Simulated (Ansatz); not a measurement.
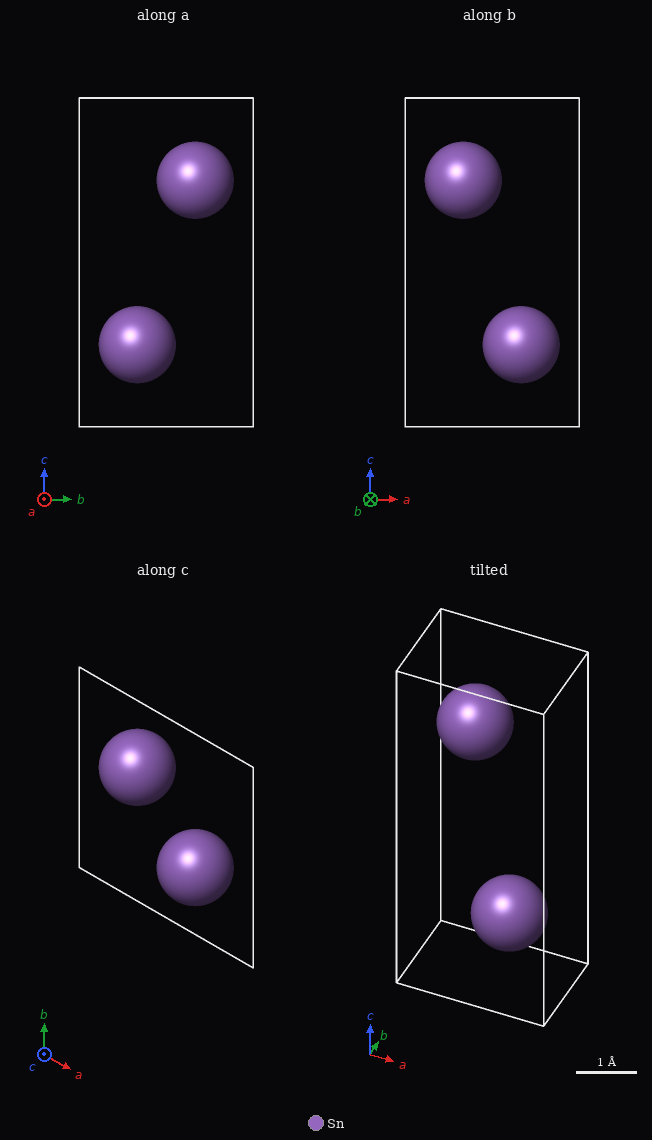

Spheres-only representation of a periodic structure, projected along the a axis, along the b axis, along the c axis and slightly off an axis. The frame is the conventional unit cell; atoms at its boundary are shown with their periodic copies.

Lattice parameters: a = 3.383 Å, b = 3.383 Å, c = 5.548 Å, α = 90.00°, β = 90.00°, γ = 120.00°. Put a along x and b in the xy plane.

> Give the structure in the form of a POSCAR file.

```
Sn
1.0
     3.383    0.000    0.000
    -1.691    2.929    0.000
     0.000    0.000    5.548
Sn
2
Direct
  0.3333 0.6667 0.7500
  0.6667 0.3333 0.2500
```

The initial geometry was a structure type filled with this element by a generator (whether the element takes this form wasn't checked). The geometry comes from a coarse first relaxation with DFT PBE, scalar-relativistic, plane waves, PAW (Ansatz).
